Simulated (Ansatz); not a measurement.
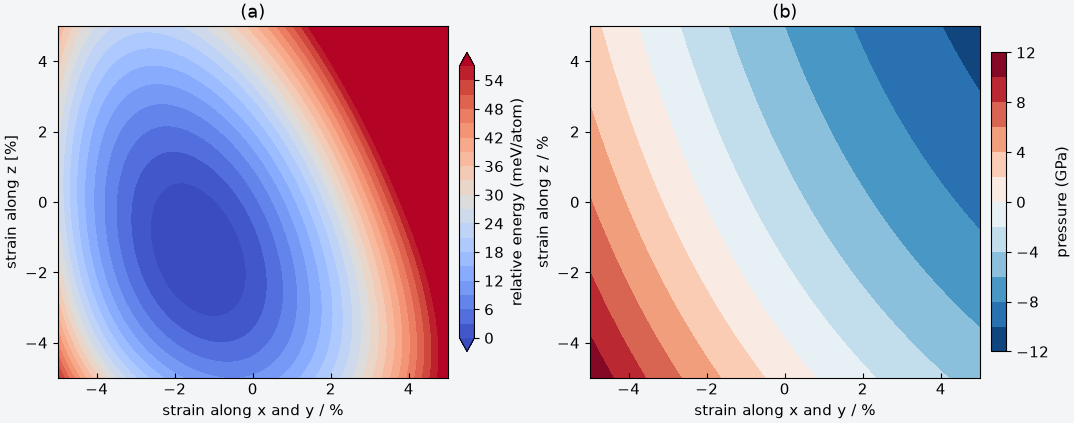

MgS (Fm-3m, No. 225; 2 atoms in the cell). The cell is strained homogeneously, by one strain along x and y and another along z, with fractional coordinates fixed (x, y and z along the cube axes). First axis: strain along x and y. Second axis: strain along z. Grid: 5 × 5 points. Points are written as (first, second). Energies: meV/atom, counted from the lowest grid point. The reference cell is the one listed in the database, not relaxed at this level. Theory: Ansatz 0.2.0, DFT LDA, scalar-relativistic, plane waves, PAW. Settings: cutoff 420 eV, k-mesh 8×8×8, gaussian smearing 0.05 eV, no spin polarisation.

Panel (a) is the energy and panel (b) the computed pressure on the same grid.

Drawn: filled contours, one colour for all values above the top of the scale. Between grid points the surface is interpolated.

**How does the pressure vary over the map, and what is it at the lowest grid point?**

It runs from −10.7 GPa at (5.0 %, 5.0 %) to 11.6 GPa at (−5.0 %, −5.0 %). At the lowest grid point, (−2.5 %, 0.0 %), it is 0.8 GPa.
